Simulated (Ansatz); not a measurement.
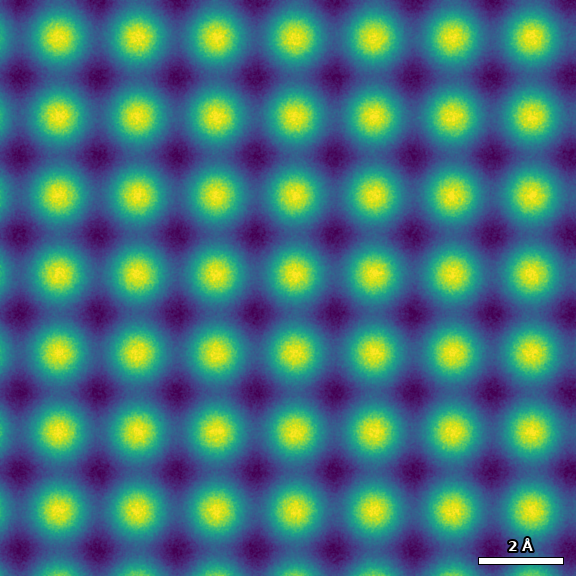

Dark-field STEM-like image of a crystal. The image is simulated as a sum over atoms of Z^1.8, blurred by a 1.13 Å probe (no channelling). The display is stretched by a gamma of 0.8; percentages refer to the linear signal. Shot noise was added.

**Measure the repeat of the pattern.**

The pattern repeats on a square net with a repeat of 1.9 Å.

**What is the plane group of the image?**

p4mm: fourfold points with mirror lines through them along the axes and the diagonals.

**How many columns does the smallest repeating cell hold, and how many levels of brightness?**

1 column in the primitive cell of 3.7 Å², all of one brightness.

The crystal is Si (Fm-3m, No. 225) seen along [001]. Structure used: the end point of a relaxation with DFT PBEsol, scalar-relativistic, plane waves, PAW in Ansatz 0.2.0; the starting structure was generated, so it need not be a known form of this composition.
